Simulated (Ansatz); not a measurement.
**What a change does: single-point calculation on Co**

System: Co (Fd-3m, 2 atoms in the cell).
Method of run 1: DFT, BLYP, plane waves (420 eV) with PAW, scalar-relativistic, spin-polarised (Ansatz 0.2.0).

Text and figures count atoms from 1; the logs count them from 0 in places.

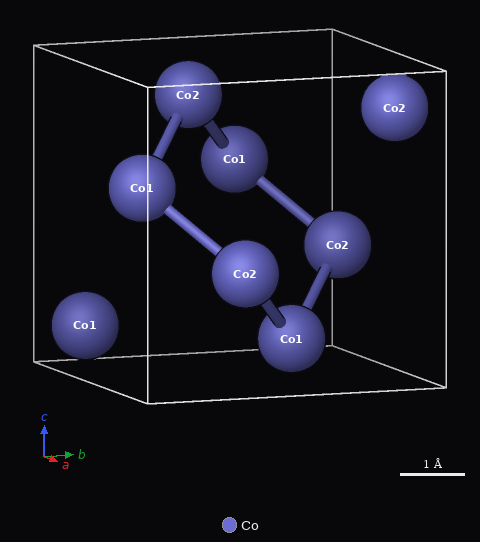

Fig. 1: The structure (ball-and-stick view of the cell 4 times as large as that of the calculation, set on its symmetry axes, seen slightly off an axis; atoms are numbered from 1 in the order of the input).

## The input, run 1
```yaml
crystal:
  lattice:
    - [0.0, 2.5075239787, 2.5075239787]
    - [2.5075239787, 0.0, 2.5075239787]
    - [2.5075239787, 2.5075239787, 0.0]
  atoms:
    - { symbol: Co, position: [0.125, 0.125, 0.125], spin: 1.736 }
    - { symbol: Co, position: [0.875, 0.875, 0.875], spin: 1.736 }
hamiltonian:
  xc: blyp
  pseudopotentials:
    kind: paw
    azcp:
      Co: "pseudopotentials/Co.paw.azcp"
basis:
  ecutwfc: 420
  fft_grid_basis: typed
kpoints:
  mp_grid: { grid: [12, 12, 12], shift: [0, 0, 0] }
magnetization:
  spin_polarized: true
scf:
  occupations: { method: fermi_dirac, width: 0.05 }
  lower_state_search: "off"
output:
  stress: true
  write_density: true
  write_potential: true
  elf: true
  volumetric_format: npy
```

Hardware: 2 threads of Arm Neoverse V1, 112 GiB of memory available, shared host.

## Output, shortened to warnings, some set-up lines, iterations and results (run 1)
```
Basis set: ecut = 420 eV, 609 PW (Γ), exchange–correlation on 48×48×48 points (8 copies of the dense FFT grid, shifted against one another)
Symmetry: 48 space group operations
k-points: 72 of 1728
Initial density: superposition of atomic densities (chi_scale 0.1, normalization cell)
[...]
SCF iter   1: F=—  HF=-10267.033551 eV  |F-HF|=—  |Δ(HF+E_count)|=         —  Δρ=6.45e-2 (↑6.45e-2 ↓4.11e-2)  dr2=2.90e0  dr2_m=1.24e-1  M=3.096 μB ∫|m|=3.136 μB  β_m=1.00  …
SCF iter   2: F=—  HF=-10266.719075 eV  |F-HF|=—  |Δ(HF+E_count)|=   3.14e-1  Δρ=2.07e-2 (↑2.07e-2 ↓1.87e-2)  dr2=5.44e-1  dr2_m=2.02e-2  M=3.115 μB ∫|m|=3.232 μB  β_m=1.00  …
SCF iter   3: F=—  HF=-10266.633150 eV  |F-HF|=—  |Δ(HF+E_count)|=   8.59e-2  Δρ=1.44e-2 (↑1.44e-2 ↓1.33e-2)  dr2=3.04e-1  dr2_m=4.34e-3  M=3.156 μB ∫|m|=3.291 μB  β_m=1.00  …
SCF iter   4: F=—  HF=-10266.528895 eV  |F-HF|=—  |Δ(HF+E_count)|=   1.04e-1  Δρ=8.09e-3 (↑3.95e-3 ↓8.09e-3)  dr2=2.11e-2  dr2_m=3.22e-3  M=3.198 μB ∫|m|=3.345 μB  β_m=1.00  …
SCF iter   5: F=—  HF=-10266.552085 eV  |F-HF|=—  |Δ(HF+E_count)|=   2.32e-2  Δρ=6.16e-3 (↑3.19e-3 ↓6.16e-3)  dr2=1.44e-2  dr2_m=1.37e-3  M=3.228 μB ∫|m|=3.381 μB  β_m=1.00  …
[... 6 lines ...]
SCF iter  12: F=—  HF=-10266.591946 eV  |F-HF|=—  |Δ(HF+E_count)|=   5.08e-6  Δρ=1.14e-4 (↑1.14e-4 ↓8.59e-5)  dr2=8.79e-6  dr2_m=6.32e-8  M=3.344 μB ∫|m|=3.521 μB  β_m=0.64  …
SCF iter  13: F=—  HF=-10266.591944 eV  |F-HF|=—  |Δ(HF+E_count)|=   2.10e-6  Δρ=2.22e-5 (↑1.40e-5 ↓2.22e-5)  dr2=2.19e-7  dr2_m=3.41e-8  M=3.344 μB ∫|m|=3.521 μB  β_m=0.82  …
SCF iter  14: F=-10266.591944 eV  HF=-10266.591944 eV  |F-HF|=4.66e-8  |Δ(HF+E_count)|=   2.37e-7  Δρ=8.44e-6 (↑8.44e-6 ↓5.26e-6)  dr2=9.11e-8  dr2_m=2.06e-9  M=3.344 μB …
SCF iter  15: F=-10266.591944 eV  HF=-10266.591944 eV  |F-HF|=3.09e-9  |Δ(HF+E_count)|=   1.86e-8  Δρ=2.21e-6 (↑1.84e-6 ↓2.21e-6)  dr2=6.48e-9  dr2_m=1.91e-11  M=3.344 μB …
SCF 1 converged in 15 iterations: F = -10266.591944 eV  dr2 = 6.48e-9
SCF converged after 15 iterations
an eigenvalue changed by more than its tolerance at an iteration that met the thresholds in force, so the SCF went on 1 time: the last check found none over its tolerance
Magnetization: 3.3436 μB (18.6718 up, 15.3282 down)
Absolute magnetization: 3.5226 μB (∫|ρ↑−ρ↓|, with the PAW one-centre terms)
Spin contamination: 0.0564 ħ² per cell (⟨S²⟩ above its minimum at these occupations)
Per-site moments (μB) at R_I (Å): [(1.6733189655804905, 0.8957765297880421), (1.6733189655804908, 0.8957765297880421)]
Free energy (F): -10266.591944 eV
Harris-Foulkes:  -10266.591944 eV  (|F-HF|=3.09e-9)
Internal energy: -10266.573179 eV  (E = F + TS)
E sigma→0 (E₀):  -10266.582561 eV
Entropy (-TS):   -0.018765 eV (-9.382 meV/atom)
Fermi energy:    11.859094 eV
--- Per-component energies (eV) ---
  E_band       = -708.403305
  E_kinetic    = 911.301242
  E_local      = -7359.321407  (includes V_loc(G=0)·N_el)
  E_nonlocal   = 914.549802
  E_hartree    = 3110.210631
  E_xc         = -313.069744
  E_vxc        = -402.193782  (∫ρ·V_xc dr)
  E_paw        = -3060.281431  (= ΣΔE_a)
  E_vpaw       = -993.168184  (= ΣTr[D̂ρ^β])
  E_aug_tail   = 0.000111  (compensation charges beyond the density's cutoff)
  E_ewald      = -4469.976562
  E_core_change = 0.014181  (= ΣΔE_core)
  E_smearing   = -0.018765  (= −TS)
  E_closure    = 0.000000  (closes the sum)
  Σ components = -10266.591944   (vs F -10266.591944, Δ=0.00e0)
--- Stress (GPa, compression-positive) ---
        9.044163      -0.000000       0.000000
       -0.000000       9.044163       0.000000
        0.000000      -0.000000       9.044163
  P = ⅓ Tr σ = 9.0442 GPa (90.442 kbar)
```

The input of run 2 differs as follows (lines with − go, lines with + come):
```diff
-    - [0.0, 2.5075239787, 2.5075239787]
-    - [2.5075239787, 0.0, 2.5075239787]
-    - [2.5075239787, 2.5075239787, 0.0]
+    - [0.0, 2.4706432687, 2.4706432687]
+    - [2.4706432687, 0.0, 2.4706432687]
+    - [2.4706432687, 2.4706432687, 0.0]
```

How does run 2 compare with run 1?

With the same functional and potentials, run 2 lies 50.6 meV per atom higher. The net moment of the cell goes from 3.34 to 3.18 μB. The pressure goes from 9.04 to 14.69 GPa. The volume per atom goes from 15.77 to 15.08 Å³. The cell is scaled evenly with the atoms at fixed fractional positions, so −ΔP/Δ ln V estimates the bulk modulus midway between the two volumes: about 130 GPa. The SCF takes 22 iterations against 15.

## Output, shortened to warnings, some set-up lines, iterations and results (run 2)
```
Basis set: ecut = 420 eV, 609 PW (Γ), exchange–correlation on 48×48×48 points (8 copies of the dense FFT grid, shifted against one another)
Symmetry: 48 space group operations
k-points: 72 of 1728
Initial density: superposition of atomic densities (chi_scale 0.1, normalization cell)
[...]
SCF iter   1: F=—  HF=-10266.918129 eV  |F-HF|=—  |Δ(HF+E_count)|=         —  Δρ=6.18e-2 (↑6.18e-2 ↓4.33e-2)  dr2=2.75e0  dr2_m=1.06e-1  M=3.046 μB ∫|m|=3.083 μB  β_m=0.30  …
SCF iter   2: F=—  HF=-10266.619512 eV  |F-HF|=—  |Δ(HF+E_count)|=   2.99e-1  Δρ=2.45e-2 (↑1.99e-2 ↓2.45e-2)  dr2=5.56e-1  dr2_m=4.34e-2  M=3.024 μB ∫|m|=3.071 μB  β_m=0.30  …
SCF iter   3: F=—  HF=-10266.556747 eV  |F-HF|=—  |Δ(HF+E_count)|=   6.28e-2  Δρ=1.85e-2 (↑1.41e-2 ↓1.85e-2)  dr2=3.01e-1  dr2_m=2.34e-2  M=3.015 μB ∫|m|=3.082 μB  β_m=0.30  …
SCF iter   4: F=—  HF=-10266.449328 eV  |F-HF|=—  |Δ(HF+E_count)|=   1.07e-1  Δρ=9.93e-3 (↑7.15e-3 ↓9.93e-3)  dr2=1.94e-2  dr2_m=1.26e-2  M=2.997 μB ∫|m|=3.085 μB  β_m=0.30  …
SCF iter   5: F=—  HF=-10266.467949 eV  |F-HF|=—  |Δ(HF+E_count)|=   1.86e-2  Δρ=8.12e-3 (↑5.28e-3 ↓8.12e-3)  dr2=1.40e-2  dr2_m=7.35e-3  M=2.996 μB ∫|m|=3.098 μB  β_m=1.00  …
[... 13 lines ...]
SCF iter  19: F=—  HF=-10266.490474 eV  |F-HF|=—  |Δ(HF+E_count)|=   1.72e-4  Δρ=3.36e-4 (↑1.75e-4 ↓3.36e-4)  dr2=4.98e-6  dr2_m=1.79e-5  M=3.150 μB ∫|m|=3.302 μB  β_m=0.41  …
SCF iter  20: F=—  HF=-10266.490629 eV  |F-HF|=—  |Δ(HF+E_count)|=   1.54e-4  Δρ=6.62e-5 (↑6.62e-5 ↓5.00e-5)  dr2=3.23e-7  dr2_m=9.03e-7  M=3.179 μB ∫|m|=3.335 μB  β_m=0.71  …
SCF iter  21: F=-10266.490705 eV  HF=-10266.490705 eV  |F-HF|=2.11e-8  |Δ(HF+E_count)|=   7.63e-5  Δρ=1.84e-5 (↑1.72e-5 ↓1.84e-5)  dr2=8.78e-8  dr2_m=7.49e-8  M=3.178 μB …
SCF iter  22: F=-10266.490705 eV  HF=-10266.490705 eV  |F-HF|=3.65e-9  |Δ(HF+E_count)|=   6.72e-8  Δρ=5.90e-6 (↑5.90e-6 ↓5.78e-6)  dr2=1.41e-8  dr2_m=7.22e-9  M=3.179 μB …
SCF 1 converged in 22 iterations: F = -10266.490705 eV  dr2 = 1.41e-8
SCF converged after 22 iterations
Magnetization: 3.1788 μB (18.5894 up, 15.4106 down)
Absolute magnetization: 3.3360 μB (∫|ρ↑−ρ↓|, with the PAW one-centre terms)
Spin contamination: 0.0487 ħ² per cell (⟨S²⟩ above its minimum at these occupations)
Per-site moments (μB) at R_I (Å): [(1.5844391292031106, 0.8826014316830793), (1.5844391292031104, 0.8826014316830793)]
Free energy (F): -10266.490705 eV
Harris-Foulkes:  -10266.490705 eV  (|F-HF|=3.65e-9)
Internal energy: -10266.466595 eV  (E = F + TS)
E sigma→0 (E₀):  -10266.478650 eV
Entropy (-TS):   -0.024109 eV (-12.055 meV/atom)
Fermi energy:    12.567170 eV
--- Per-component energies (eV) ---
  E_band       = -685.569901
  E_kinetic    = 913.430071
  E_local      = -7250.795301  (includes V_loc(G=0)·N_el)
  E_nonlocal   = 915.098119
  E_hartree    = 3067.213370
  E_xc         = -313.723000
  E_vxc        = -403.095303  (∫ρ·V_xc dr)
  E_paw        = -3061.001682  (= ΣΔE_a)
  E_vpaw       = -994.639791  (= ΣTr[D̂ρ^β])
  E_aug_tail   = 0.000113  (compensation charges beyond the density's cutoff)
  E_ewald      = -4536.702467
  E_core_change = 0.014181  (= ΣΔE_core)
  E_smearing   = -0.024109  (= −TS)
  E_closure    = 0.000000  (closes the sum)
  Σ components = -10266.490705   (vs F -10266.490705, Δ=0.00e0)
--- Stress (GPa, compression-positive) ---
       14.688531      -0.000000       0.000000
       -0.000000      14.688531       0.000000
       -0.000000       0.000000      14.688531
  P = ⅓ Tr σ = 14.6885 GPa (146.885 kbar)
```

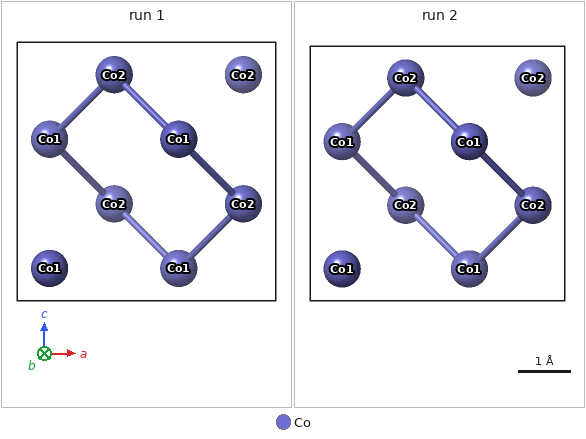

Fig. 2: The two input geometries at one scale (ball-and-stick view of the cell 4 times as large as that of the calculation, set on its symmetry axes, along the b axis). The atoms keep their places relative to the cell (all moves are under 0.005 Å). The volume changes by −4.3 %, with a = b = c 5.015 → 4.941 Å (−1.5 %). Among the contacts that change: Co1–Co2 2.172 → 2.140 Å.

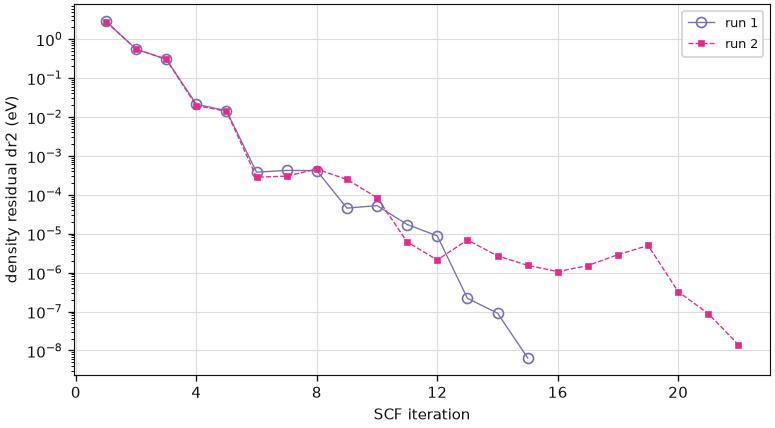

Fig. 3: Convergence of the two runs: density residual dr2 against the SCF iteration. Run 1 takes 15 iterations in all, and run 2 takes 22.

## The two runs side by side

```csv
quantity,run 1,run 2
outcome,converged,converged
free energy per atom (eV),−5133.2960,−5133.2454
"energy per atom, smearing taken to zero (eV)",−5133.2913,−5133.2393
net moment of the cell (μB),3.34,3.18
absolute moment of the cell (μB),3.52,3.34
pressure (GPa),9.04,14.69
volume per atom (Å³),15.77,15.08
SCF iterations,15,22
irreducible k-points,72,72
plane waves at Γ,609,609
wall time (shared host),6.5 s,7.8 s
```

For run 1: The cell is under a pressure of 9.0 GPa at this level, so it is not at its equilibrium volume. For run 2: The cell is under a pressure of 14.7 GPa at this level, so it is not at its equilibrium volume.
